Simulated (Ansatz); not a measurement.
**SiNi: density, localisation and related maps**

The calculation's input:

```
crystal:
  lattice:
    - [4.464807671, 0.0, 0.0]
    - [0.0, 4.464807671, 0.0]
    - [0.0, 0.0, 4.464807671]
  atoms:
    - { symbol: Si, position: [0.8467112634, 0.8467112634, 0.8467112634] }
    - { symbol: Si, position: [0.6532887366, 0.1532887366, 0.3467112634] }
    - { symbol: Si, position: [0.3467112634, 0.6532887366, 0.1532887366] }
    - { symbol: Si, position: [0.1532887366, 0.3467112634, 0.6532887366] }
    - { symbol: Ni, position: [0.1487341794, 0.1487341794, 0.1487341794] }
    - { symbol: Ni, position: [0.3512658206, 0.8512658206, 0.6487341794] }
    - { symbol: Ni, position: [0.6487341794, 0.3512658206, 0.8512658206] }
    - { symbol: Ni, position: [0.8512658206, 0.6487341794, 0.3512658206] }
basis:
  ecutwfc: 500
kpoints:
  mp_grid: { grid: [8, 8, 8] }
hamiltonian:
  xc: r2scan
scf:
  occupations: { method: gaussian, width: 0.1 }
output:
  forces: true
  stress: true
  eigenvalues: true
  write_density: true
  write_potential: true
  elf: true
  volumetric_format: npy
relax:
  adjacent_minimum: "off"
  f_tol: 0.005
  max_steps: 80
  cell: { stress_tol: 0.05 }
```

Run with:

```sh
ansatz run input.yaml --threads 2 --pin off --max-ram 5120MiB --backend cpu --events-out ev --progress --plain --runs-dir out
```

Below, planes, directions and counts refer to the conventional cell (a = 4.46 Å, b = 4.46 Å, c = 4.46 Å, α = 90.00°, β = 90.00°, γ = 90.00°).

Space group P2₁3; computed without spin polarisation.

These are results of Ansatz, DFT r2SCAN, scalar-relativistic, plane waves, PAW, not measurements.

Core electrons are frozen (PAW), and the valence fields are smoothed inside the atomic spheres.

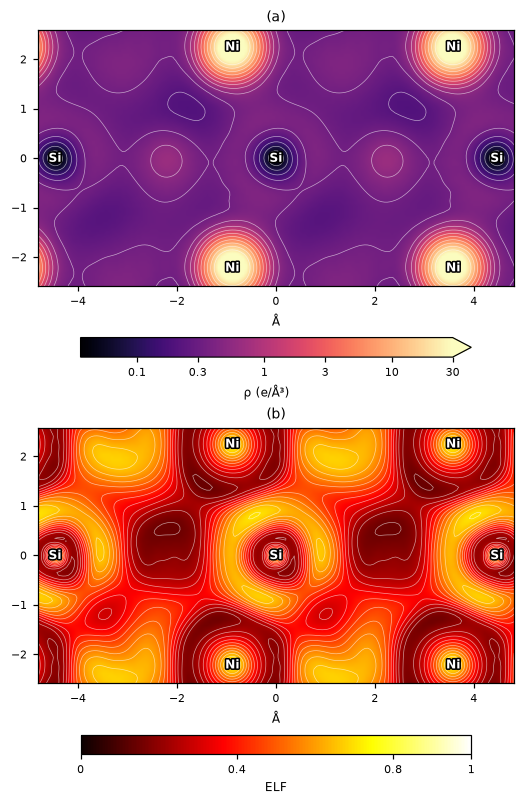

Figure 1. (a) valence electron density; (b) electron localisation function on the (100) plane of the conventional cell.

### What do the fields say about this system?

- The section cuts through Si and Ni sites.
- Atoms just off the plane (Si, 0.9 Å away and Ni, 0.9 Å away) can leave unmarked features too.
- Si–Ni (2.38 Å): ρ is about 0.42 e/Å³ halfway; the ELF peaks at about 0.65 in the valence shell of Si, 0.9 Å from its nucleus, and is about 0.45 at the midpoint.
- Between the atoms the lowest density in this plane is 0.2 e/Å³.
- The features right at Ni lie inside the PAW spheres, where the map follows smoothed inner orbitals and isn't to be read closely.

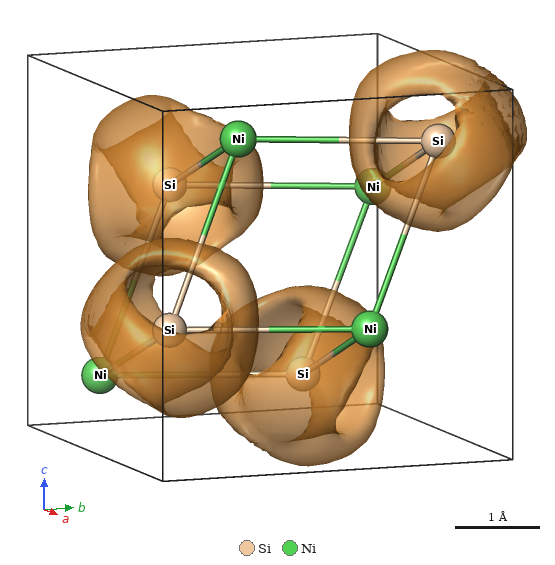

Figure 2. Isosurface of the ELF at 0.6 (orange), seen slightly off an axis. Core shells and regions of very low density are left out. Sticks mark near contacts.

### Describe the localisation domains.

The surface consists of four regions wrapped around Si (the valence shell of each), counted in one cell of 8 atoms. Regions shared between cells count once. Along the contacts the grid gives the following. Si–Ni (2.33 Å): the ELF peaks at about 0.65 in the valence shell of Si, 0.9 Å from its nucleus, and is about 0.45 at the midpoint.

### Does the calculation make it a metal, or give it a gap?

It is metallic or semimetallic at this level of theory: no gap opens.
